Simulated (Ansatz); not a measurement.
# AlCo: geometry relaxation (part 2 of 2)

The same run, continued: AlCo (Pm-3m, 2 atoms in the cell); DFT PBE, scalar-relativistic, plane waves, PAW, spin-polarised (Ansatz 0.2.0); cutoff 420 eV, 14×14×14 k-mesh, Gaussian smearing of 0.1 eV, collinear spins. The structure derives from a Materials Project entry.

Geometry of the input (Å; fractional positions):
```
2.8194  0.0000  0.0000
0.0000  2.8194  0.0000
0.0000  0.0000  2.8194
Al 0.0000  0.0000  0.0000
Co 0.5000  0.5000  0.5000
```

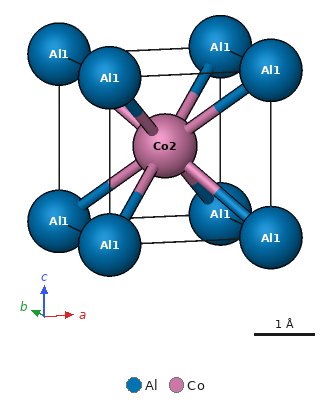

Figure 1. The geometry at step 2 of the log (ball-and-stick view of the cell of the calculation, seen slightly off an axis; atoms are numbered from 1 in the order of the input).

Output, continued
```
SCF iter   1: F=—  HF=-5664.840147 eV  |F-HF|=—  |Δ(HF+E_count)|=         —  Δρ=1.05e-4 (↑1.05e-4 ↓9.82e-5)  dr2=6.25e-6  dr2_m=6.55e-9  M=-0.000 μB ∫|m|=0.000 μB  β_m=0.65  ethr=2.41e-8  ⟨swp⟩=2.1  Hψ=20566  notcnv=0
preconditioner: auto → none  [metal: Δε(μ)=0.054 eV  Ē_g=9.461 eV  σ=0.100 eV  W_gap=0.28  n_scr=0 (ndim 8)  ℏωp=26.7 eV  f_vac=0.000  D(μ)=0.73/eV (n_scr^D=6)]
SCF iter   2: F=—  HF=-5664.840150 eV  |F-HF|=—  |Δ(HF+E_count)|=   2.49e-6  Δρ=1.65e-4 (↑1.62e-4 ↓1.65e-4)  dr2=1.38e-5  dr2_m=1.29e-9  M=-0.000 μB ∫|m|=0.000 μB  β_m=0.28  ethr=2.41e-8  ⟨swp⟩=2.0  Hψ=6066  notcnv=0  recentre
SCF iter   3: F=—  HF=-5664.840147 eV  |F-HF|=—  |Δ(HF+E_count)|=   2.56e-6  Δρ=1.54e-5 (↑1.52e-5 ↓1.54e-5)  dr2=7.24e-8  dr2_m=2.27e-9  M=-0.000 μB ∫|m|=0.000 μB  β_m=0.56  ethr=2.41e-8  ⟨swp⟩=2.3  Hψ=6039  notcnv=0
SCF iter   4: F=—  HF=-5664.840149 eV  |F-HF|=—  |Δ(HF+E_count)|=   1.54e-6  Δρ=1.36e-5 (↑1.18e-5 ↓1.36e-5)  dr2=1.12e-7  dr2_m=2.41e-10  M=-0.000 μB ∫|m|=0.000 μB  β_m=0.78  ethr=3.62e-10  ⟨swp⟩=2.3  Hψ=5966  notcnv=0
SCF iter   5: F=—  HF=-5664.840149 eV  |F-HF|=—  |Δ(HF+E_count)|=   3.89e-7  Δρ=8.02e-6 (↑7.21e-6 ↓8.02e-6)  dr2=3.65e-8  dr2_m=3.63e-11  M=-0.000 μB ∫|m|=0.000 μB  β_m=0.89  ethr=3.62e-10  ⟨swp⟩=2.3  Hψ=5580  notcnv=0
SCF iter   6: F=—  HF=-5664.840149 eV  |F-HF|=—  |Δ(HF+E_count)|=   8.25e-8  Δρ=1.65e-6 (↑1.53e-6 ↓1.65e-6)  dr2=1.84e-9  dr2_m=1.18e-12  M=-0.000 μB ∫|m|=0.000 μB  β_m=0.94  ethr=1.82e-10  ⟨swp⟩=2.3  Hψ=6168  notcnv=0
SCF iter   7: F=-5664.840149 eV  HF=-5664.840149 eV  |F-HF|=1.59e-9  |Δ(HF+E_count)|=   4.88e-9  Δρ=1.63e-6 (↑1.61e-6 ↓1.63e-6)  dr2=1.82e-9  dr2_m=2.44e-14  M=-0.000 μB ∫|m|=0.000 μB  ethr=9.22e-12  ⟨swp⟩=1.3  Hψ=11038  notcnv=0
the starting moments were not kept: the SCF closed with an absolute magnetisation of 4.5e-7 μB, where they sum to 0.17 μB in size (2 sites). That is at most 0.1 of that sum. Measured as dr2_m measures the in/out step, that magnetisation stands 3.3e-13 eV from none, at or under the dr2_threshold of 4.9e-8 eV: it is no larger than a step whose dr2_m would equal this threshold.
SCF 4 converged in 7 iterations: F = -5664.840149 eV  dr2 = 1.82e-9
relax step   4: F+E_penalty+E_count = -5664.84014924 eV  Δ(F+E_penalty+E_count) = +4.496e-6 eV  max|allowed force component| = 9.302e-30 eV/Å  Δτ_max = 0.0000 Å  P = +0.003 GPa  Ω = 23.188 Å³  energy of the carried Pulay correction = -5.564e-4 eV  (7 SCF iters, dr2 threshold 4.86e-8 eV, accepted)
Initial wavefunctions: pseudopotential atomic-orbital guess (no wavefunctions were taken with the density)
iter 1 solved again at ethr=5.79e-8 eV; its pass at ethr=3.10e-3 eV (dr2=1.16e-5 eV) is discarded
SCF iter   1: F=—  HF=-5664.840436 eV  |F-HF|=—  |Δ(HF+E_count)|=         —  Δρ=5.27e-4 (↑5.27e-4 ↓5.27e-4)  dr2=1.13e-5  dr2_m=1.51e-13  M=-0.000 μB ∫|m|=0.000 μB  β_m=0.65  ethr=5.79e-8  ⟨swp⟩=3.1  Hψ=26582  notcnv=0
preconditioner: auto → none  [metal: Δε(μ)=0.053 eV  Ē_g=9.460 eV  σ=0.100 eV  W_gap=0.27  n_scr=0 (ndim 8)  ℏωp=26.7 eV  f_vac=0.000  D(μ)=0.73/eV (n_scr^D=6)]
SCF iter   2: F=—  HF=-5664.840775 eV  |F-HF|=—  |Δ(HF+E_count)|=   3.39e-4  Δρ=1.92e-4 (↑1.92e-4 ↓1.92e-4)  dr2=3.82e-6  dr2_m=1.89e-14  M=-0.000 μB ∫|m|=0.000 μB  β_m=0.46  ethr=5.63e-8  ⟨swp⟩=2.2  Hψ=4933  notcnv=0
SCF iter   3: F=—  HF=-5664.840799 eV  |F-HF|=—  |Δ(HF+E_count)|=   2.46e-5  Δρ=1.39e-4 (↑1.39e-4 ↓1.39e-4)  dr2=1.75e-6  dr2_m=1.21e-14  M=-0.000 μB ∫|m|=0.000 μB  β_m=0.42  ethr=1.91e-8  ⟨swp⟩=2.0  Hψ=5805  notcnv=0
SCF iter   4: F=—  HF=-5664.840821 eV  |F-HF|=—  |Δ(HF+E_count)|=   2.18e-5  Δρ=2.73e-5 (↑2.73e-5 ↓2.73e-5)  dr2=3.54e-8  dr2_m=5.56e-16  M=-0.000 μB ∫|m|=0.000 μB  β_m=0.71  ethr=8.77e-9  ⟨swp⟩=2.2  Hψ=4568  notcnv=0
SCF iter   5: F=—  HF=-5664.840822 eV  |F-HF|=—  |Δ(HF+E_count)|=   1.38e-6  Δρ=7.57e-6 (↑7.57e-6 ↓7.55e-6)  dr2=3.32e-8  dr2_m=2.20e-14  M=-0.000 μB ∫|m|=0.000 μB  β_m=0.71  ethr=1.77e-10  ⟨swp⟩=2.0  Hψ=5010  notcnv=0
SCF iter   6: F=—  HF=-5664.840823 eV  |F-HF|=—  |Δ(HF+E_count)|=   9.37e-8  Δρ=2.53e-6 (↑2.53e-6 ↓2.52e-6)  dr2=4.51e-9  dr2_m=4.66e-15  M=-0.000 μB ∫|m|=0.000 μB  β_m=0.81  ethr=1.66e-10  ⟨swp⟩=2.1  Hψ=5266  notcnv=0
SCF iter   7: F=—  HF=-5664.840823 eV  |F-HF|=—  |Δ(HF+E_count)|=   1.25e-8  Δρ=1.68e-7 (↑1.68e-7 ↓1.68e-7)  dr2=8.68e-12  dr2_m=1.20e-15  M=-0.000 μB ∫|m|=0.000 μB  β_m=0.90  ethr=2.25e-11  ⟨swp⟩=2.0  Hψ=6034  notcnv=0
SCF iter   8: F=—  HF=-5664.840816 eV  |F-HF|=—  |Δ(HF+E_count)|=   6.68e-6  Δρ=1.58e-7 (↑1.56e-7 ↓1.58e-7)  dr2=9.20e-12  dr2_m=6.82e-16  M=-0.000 μB ∫|m|=0.000 μB  β_m=0.90  ethr=1.00e-12  ⟨swp⟩=2.0  Hψ=5818  notcnv=0
SCF iter   9: F=-5664.840816 eV  HF=-5664.840816 eV  |F-HF|=0.00e0  |Δ(HF+E_count)|=  7.28e-12  Δρ=6.87e-8 (↑6.86e-8 ↓6.87e-8)  dr2=1.04e-12  dr2_m=1.14e-16  M=-0.000 μB ∫|m|=0.000 μB  ethr=1.00e-12  ⟨swp⟩=3.8  Hψ=12975  notcnv=0
the starting moments were not kept: the SCF closed with an absolute magnetisation of 2.4e-8 μB, where they sum to 0.17 μB in size (2 sites). That is at most 0.1 of that sum. Measured as dr2_m measures the in/out step, that magnetisation stands 9.7e-16 eV from none, at or under the dr2_threshold of 2.0e-11 eV: it is no larger than a step whose dr2_m would equal this threshold.
SCF 5 converged in 9 iterations: F = -5664.840816 eV  dr2 = 1.04e-12
relax step   5: F+E_penalty+E_count = -5664.84081587 eV  Δ(F+E_penalty+E_count) = -6.666e-4 eV  max|allowed force component| = 6.196e-30 eV/Å  Δτ_max = 0.0000 Å  P = +0.060 GPa  Ω = 23.188 Å³  stress off target by 6.05e-2 GPa  SCF on the basis re-selected at this cell (its energy is not comparable with the rows above)  (9 SCF iters)
basis re-selected at this cell: Δ(F+E_penalty+E_count) = -6.666e-4 eV, ΔP = +0.057 GPa vs the last step (what re-selecting the basis moved, of the pressure what is left beyond the Pulay correction that the steps carried, after the strain that the cell walked since its last selection, with what the two solves' SCF thresholds leave and, on support functions, any second-order correction that the steps lacked; it is no measure of the basis error at this ecutwfc). This SCF's stress stands 6.05e-2 GPa from its target on what of the cell is left free (relax.cell.stress_tol is 5.00e-2 GPa) and its largest allowed force component is 6.20e-30 eV/Å (relax.f_tol is 5.00e-3 eV/Å): not within both, so this SCF does not close the relaxation
Crystal: 2 atoms, lattice volume = 23.196 Å³
iter 1 solved again at ethr=4.37e-9 eV; its pass at ethr=3.10e-3 eV (dr2=8.74e-7 eV) is discarded
SCF iter   1: F=—  HF=-5664.840812 eV  |F-HF|=—  |Δ(HF+E_count)|=         —  Δρ=4.62e-5 (↑4.62e-5 ↓4.33e-5)  dr2=1.21e-6  dr2_m=1.24e-9  M=-0.000 μB ∫|m|=0.000 μB  β_m=0.65  ethr=4.37e-9  ⟨swp⟩=2.2  Hψ=20574  notcnv=0
preconditioner: auto → none  [metal: Δε(μ)=0.054 eV  Ē_g=9.458 eV  σ=0.100 eV  W_gap=0.28  n_scr=0 (ndim 8)  ℏωp=26.7 eV  f_vac=0.000  D(μ)=0.73/eV (n_scr^D=6)]
SCF iter   2: F=—  HF=-5664.840812 eV  |F-HF|=—  |Δ(HF+E_count)|=   4.93e-7  Δρ=7.31e-5 (↑7.18e-5 ↓7.31e-5)  dr2=2.71e-6  dr2_m=2.36e-10  M=-0.000 μB ∫|m|=0.000 μB  β_m=0.28  ethr=4.37e-9  ⟨swp⟩=2.0  Hψ=6066  notcnv=0  recentre
SCF iter   3: F=—  HF=-5664.840811 eV  |F-HF|=—  |Δ(HF+E_count)|=   5.05e-7  Δρ=6.79e-6 (↑6.66e-6 ↓6.79e-6)  dr2=1.42e-8  dr2_m=4.28e-10  M=-0.000 μB ∫|m|=0.000 μB  β_m=0.56  ethr=4.37e-9  ⟨swp⟩=2.0  Hψ=6008  notcnv=0
SCF iter   4: F=—  HF=-5664.840812 eV  |F-HF|=—  |Δ(HF+E_count)|=   3.00e-7  Δρ=6.40e-6 (↑5.66e-6 ↓6.40e-6)  dr2=2.37e-8  dr2_m=4.20e-11  M=-0.000 μB ∫|m|=0.000 μB  β_m=0.78  ethr=7.11e-11  ⟨swp⟩=2.1  Hψ=5260  notcnv=0
SCF iter   5: F=—  HF=-5664.840812 eV  |F-HF|=—  |Δ(HF+E_count)|=   7.52e-8  Δρ=3.04e-6 (↑2.78e-6 ↓3.04e-6)  dr2=6.13e-9  dr2_m=3.78e-12  M=-0.000 μB ∫|m|=0.000 μB  β_m=0.89  ethr=7.11e-11  ⟨swp⟩=2.1  Hψ=6070  notcnv=0
SCF iter   6: F=-5664.840812 eV  HF=-5664.840812 eV  |F-HF|=5.00e-9  |Δ(HF+E_count)|=   1.65e-8  Δρ=2.92e-6 (↑2.87e-6 ↓2.92e-6)  dr2=5.73e-9  dr2_m=1.59e-13  M=-0.000 μB ∫|m|=0.000 μB  ethr=3.07e-11  ⟨swp⟩=2.0  Hψ=11969  notcnv=0
the starting moments were not kept: the SCF closed with an absolute magnetisation of 8.9e-7 μB, where they sum to 0.17 μB in size (2 sites). That is at most 0.1 of that sum. Measured as dr2_m measures the in/out step, that magnetisation stands 1.3e-12 eV from none, at or under the dr2_threshold of 9.1e-9 eV: it is no larger than a step whose dr2_m would equal this threshold.
SCF 6 converged in 6 iterations: F = -5664.840812 eV  dr2 = 5.73e-9
relax step   6: F+E_penalty+E_count = -5664.84081189 eV  Δ(F+E_penalty+E_count) = +3.983e-6 eV  max|allowed force component| = 2.526e-29 eV/Å  Δτ_max = 0.0000 Å  P = +0.000 GPa  Ω = 23.196 Å³  energy of the carried Pulay correction = -5.450e-6 eV  (6 SCF iters, dr2 threshold 9.14e-9 eV, accepted)
iter 1 solved again at ethr=4.94e-9 eV; its pass at ethr=3.10e-3 eV (dr2=9.87e-7 eV) is discarded
SCF iter   1: F=—  HF=-5664.840821 eV  |F-HF|=—  |Δ(HF+E_count)|=         —  Δρ=2.21e-6 (↑2.13e-6 ↓2.21e-6)  dr2=1.58e-9  dr2_m=4.17e-13  M=-0.000 μB ∫|m|=0.000 μB  β_m=0.65  ethr=4.94e-9  ⟨swp⟩=3.9  Hψ=28342  notcnv=0
SCF iter   2: F=—  HF=-5664.840821 eV  |F-HF|=—  |Δ(HF+E_count)|=  2.36e-10  Δρ=1.15e-6 (↑1.15e-6 ↓1.09e-6)  dr2=7.21e-10  dr2_m=2.39e-13  M=-0.000 μB ∫|m|=0.000 μB  β_m=0.40  ethr=7.91e-12  ⟨swp⟩=2.0  Hψ=6035  notcnv=0
SCF iter   3: F=—  HF=-5664.840821 eV  |F-HF|=—  |Δ(HF+E_count)|=  2.66e-10  Δρ=7.42e-7 (↑6.87e-7 ↓7.42e-7)  dr2=1.80e-10  dr2_m=2.06e-13  M=-0.000 μB ∫|m|=0.000 μB  β_m=0.42  ethr=3.60e-12  ⟨swp⟩=2.7  Hψ=6145  notcnv=0
SCF iter   4: F=—  HF=-5664.840821 eV  |F-HF|=—  |Δ(HF+E_count)|=  3.46e-11  Δρ=2.76e-7 (↑2.42e-7 ↓2.76e-7)  dr2=2.28e-11  dr2_m=8.14e-14  M=-0.000 μB ∫|m|=0.000 μB  β_m=0.64  ethr=1.00e-12  ⟨swp⟩=1.1  Hψ=3663  notcnv=0
SCF iter   5: F=—  HF=-5664.840821 eV  |F-HF|=—  |Δ(HF+E_count)|=  8.19e-12  Δρ=6.50e-8 (↑3.49e-8 ↓6.50e-8)  dr2=1.15e-12  dr2_m=5.53e-14  M=-0.000 μB ∫|m|=0.000 μB  β_m=0.82  ethr=1.00e-12  ⟨swp⟩=1.0  Hψ=3600  notcnv=0
SCF iter   6: F=-5664.840821 eV  HF=-5664.840821 eV  |F-HF|=3.64e-12  |Δ(HF+E_count)|=  2.73e-12  Δρ=5.52e-8 (↑4.75e-8 ↓5.52e-8)  dr2=1.83e-12  dr2_m=3.21e-15  M=-0.000 μB ∫|m|=0.000 μB  ethr=1.00e-12  ⟨swp⟩=3.0  Hψ=11939  notcnv=0
the starting moments were not kept: the SCF closed with an absolute magnetisation of 1.2e-7 μB, where they sum to 0.17 μB in size (2 sites). That is at most 0.1 of that sum. Measured as dr2_m measures the in/out step, that magnetisation stands 2.7e-14 eV from none, at or under the dr2_threshold of 2.0e-11 eV: it is no larger than a step whose dr2_m would equal this threshold.
SCF 7 converged in 6 iterations: F = -5664.840821 eV  dr2 = 1.83e-12
relax step   7: F+E_penalty+E_count = -5664.84082140 eV  Δ(F+E_penalty+E_count) = -9.516e-6 eV  max|allowed force component| = 4.224e-30 eV/Å  Δτ_max = 0.0000 Å  P = +0.001 GPa  Ω = 23.196 Å³  stress off target by 8.15e-4 GPa  SCF on the basis re-selected at this cell (its energy is not comparable with the rows above)  (6 SCF iters)
basis re-selected at this cell: Δ(F+E_penalty+E_count) = -9.516e-6 eV, ΔP = +0.000 GPa vs the last step (what re-selecting the basis moved, of the pressure what is left beyond the Pulay correction that the steps carried, after the strain that the cell walked since its last selection, with what the two solves' SCF thresholds leave and, on support functions, any second-order correction that the steps lacked; it is no measure of the basis error at this ecutwfc). This SCF's stress stands 8.15e-4 GPa from its target on what of the cell is left free (relax.cell.stress_tol is 5.00e-2 GPa) and its largest allowed force component is 4.22e-30 eV/Å (relax.f_tol is 5.00e-3 eV/Å): within both
SCF converged after 6 iterations
Magnetization: -0.0000 μB (10.0000 up, 10.0000 down)
Absolute magnetization: 0.0000 μB (∫|ρ↑−ρ↓|, with the PAW one-centre terms)
Spin contamination: 0.0000 ħ² per cell (⟨S²⟩ above its minimum at these occupations)
Per-site moments (μB) at R_I (Å): [(8.162611085189442e-9, 1.0188007234677408), (-9.472102924339793e-8, 1.0188007234677408)]
Free energy (F): -5664.840821 eV
Harris-Foulkes:  -5664.840821 eV  (|F-HF|=3.64e-12)
Internal energy: -5664.837153 eV  (E = F + TS)
E sigma→0 (E₀):  -5664.838987 eV
Entropy (-TS):   -0.003669 eV (-1.834 meV/atom)
Fermi energy:    14.470502 eV
--- Per-component energies (eV) ---
  E_band       = -284.618729
  E_kinetic    = 483.223548
  E_local      = -3674.747092  (includes V_loc(G=0)·N_el)
  E_nonlocal   = 466.470089
  E_hartree    = 1587.193949
  E_xc         = -200.732058
  E_vxc        = -236.794213  (∫ρ·V_xc dr)
  E_paw        = -1985.182765  (= ΣΔE_a)
  E_vpaw       = -497.159125  (= ΣTr[D̂ρ^β])
  E_aug_tail   = 0.000059  (compensation charges beyond the density's cutoff)
  E_ewald      = -2341.062881
  E_smearing   = -0.003669  (= −TS)
  E_closure    = -0.000000  (closes the sum)
  Σ components = -5664.840821   (vs F -5664.840821, Δ=0.00e0)
--- Forces (eV/Å), atoms counted from 1 ---
  atom   1  Al     0.00000000    -0.00000000     0.00000000
  atom   2  Co     0.00000000    -0.00000000    -0.00000000
  max |Σ_I F_I| component: 8.38e-30 eV/Å
--- Stress (GPa, compression-positive) ---
        0.000815      -0.000000      -0.000000
       -0.000000       0.000815       0.000000
       -0.000000      -0.000000       0.000815
  P = ⅓ Tr σ = 0.0008 GPa (0.008 kbar)
--- Band table (eV; the first three rows and the last of 240) ---
  k-point 0 ↑: bands = ["-80.2821", "-43.5754", "-43.5754", "-43.5754", "3.3635", "11.4876", "11.4876", "13.6178", "13.6178", "13.6178", "20.3787", "20.3787", "20.3787", "23.1399", "23.1399"]
  k-point 1 ↑: bands = ["-80.2820", "-43.5775", "-43.5752", "-43.5752", "3.4602", "11.4777", "11.5146", "13.5652", "13.5652", "13.6234", "19.4626", "20.5137", "20.5137", "23.1266", "23.9828"]
  k-point 2 ↑: bands = ["-80.2815", "-43.5833", "-43.5747", "-43.5747", "3.7486", "11.4197", "11.5914", "13.4244", "13.4244", "13.6389", "17.9360", "20.9023", "20.9023", "23.0874", "25.2637"]
  k-point 119 ↓: bands = ["-80.2731", "-43.6094", "-43.6094", "-43.6094", "10.5090", "10.5090", "10.5090", "14.2619", "14.2619", "16.7876", "16.7876", "16.7876", "18.5384", "19.7778", "19.7778"]
--- Relaxed structure (5 steps of the walk, 5 accepted, 2 SCFs on fresh bases) ---
  F+E_penalty+E_count = -5664.84082140 eV   max|allowed force component| = 4.224e-30 eV/Å   (the final SCF, on the basis selected at the relaxed cell)
  cell:  # Å, volume = 23.1955 Å³
    - [2.851902409428778, -4.3233114897442635e-34, -3.219914125772409e-34]
    - [-4.3233114897442635e-34, 2.851902409428778, 1.1234591342258874e-34]
    - [6.319457630020619e-35, 1.1234591342258874e-34, 2.851902409428778]
  atoms:
    - { symbol: Al, position: [-4.5539896235572533e-35, 5.692487029296748e-36, 1.1384974058594791e-35] }
    - { symbol: Co, position: [0.5, 0.5, 0.5] }
--- Löwdin populations: 2 sites ---
  site symbol       q [e]    m [muB]
     0     Al      3.1995     0.0000
     1     Co     16.6194    -0.0000
  spilling = 0.009058 (of n_electrons = 20.000000)
```

Trajectory as extended XYZ (Å, eV, eV/Å), 7 frames, from step=1 to step=7
```
2
Lattice="2.8194 0.0000 0.0000 0.0000 2.8194 0.0000 0.0000 0.0000 2.8194" Properties=species:S:1:pos:R:3:forces:R:3 step=1 energy=-5664.82508 pressure_GPa=6.64
Al    0.0000    0.0000    0.0000    0.0000   0.0000   0.0000
Co    1.4097    1.4097    1.4097    0.0000   0.0000   0.0000
2
Lattice="2.8371 0.0000 0.0000 0.0000 2.8371 0.0000 0.0000 0.0000 2.8371" Properties=species:S:1:pos:R:3:forces:R:3 step=2 energy=-5664.83731 pressure_GPa=2.86
Al    0.0000    0.0000    0.0000    0.0000   0.0000   0.0000
Co    1.4186    1.4186    1.4186    0.0000   0.0000   0.0000
2
Lattice="2.8509 0.0000 0.0000 0.0000 2.8509 0.0000 0.0000 0.0000 2.8509" Properties=species:S:1:pos:R:3:forces:R:3 step=3 energy=-5664.84015 pressure_GPa=0.14
Al    0.0000    0.0000    0.0000    0.0000   0.0000   0.0000
Co    1.4254    1.4254    1.4254    0.0000   0.0000   0.0000
2
Lattice="2.8516 0.0000 0.0000 0.0000 2.8516 0.0000 0.0000 0.0000 2.8516" Properties=species:S:1:pos:R:3:forces:R:3 step=4 energy=-5664.84015 pressure_GPa=0.00
Al    0.0000    0.0000    0.0000    0.0000   0.0000   0.0000
Co    1.4258    1.4258    1.4258    0.0000   0.0000   0.0000
2
Lattice="2.8516 0.0000 0.0000 0.0000 2.8516 0.0000 0.0000 0.0000 2.8516" Properties=species:S:1:pos:R:3:forces:R:3 step=5 energy=-5664.84082 pressure_GPa=0.06
Al    0.0000    0.0000    0.0000    0.0000   0.0000   0.0000
Co    1.4258    1.4258    1.4258    0.0000   0.0000   0.0000
2
Lattice="2.8519 0.0000 0.0000 0.0000 2.8519 0.0000 0.0000 0.0000 2.8519" Properties=species:S:1:pos:R:3:forces:R:3 step=6 energy=-5664.84081 pressure_GPa=0.00
Al    0.0000    0.0000    0.0000    0.0000   0.0000   0.0000
Co    1.4260    1.4260    1.4260    0.0000   0.0000   0.0000
2
Lattice="2.8519 0.0000 0.0000 0.0000 2.8519 0.0000 0.0000 0.0000 2.8519" Properties=species:S:1:pos:R:3:forces:R:3 step=7 energy=-5664.84082 pressure_GPa=0.00
Al    0.0000    0.0000    0.0000    0.0000   0.0000   0.0000
Co    1.4260    1.4260    1.4260    0.0000   0.0000   0.0000
```

Results in brief

- outcome: converged
- space group (tolerance 0.01 Å): Pm-3m (221)
- electrons treated: 20
- free energy: −5664.8408 eV
- Fermi energy: 14.471 eV
- gap on the k-point mesh: none (metallic)
- net moment of the cell: 0.00 μB
- integrated absolute moment: 0.00 μB
- pressure: 0.00 GPa
- final volume: 23.20 Å³
- largest force (length of the vector) at the end: under 0.001 eV/Å
- final cell: a = 2.852 Å, b = 2.852 Å, c = 2.852 Å, α = 90.00°, β = 90.00°, γ = 90.00°
- hardware: 1 thread of Arm Neoverse N1, 16 GiB of memory available, shared host
- wall time: 67 s
- peak memory: 0.36 GiB

Notes

Warnings of the run: some starting moments were not kept.
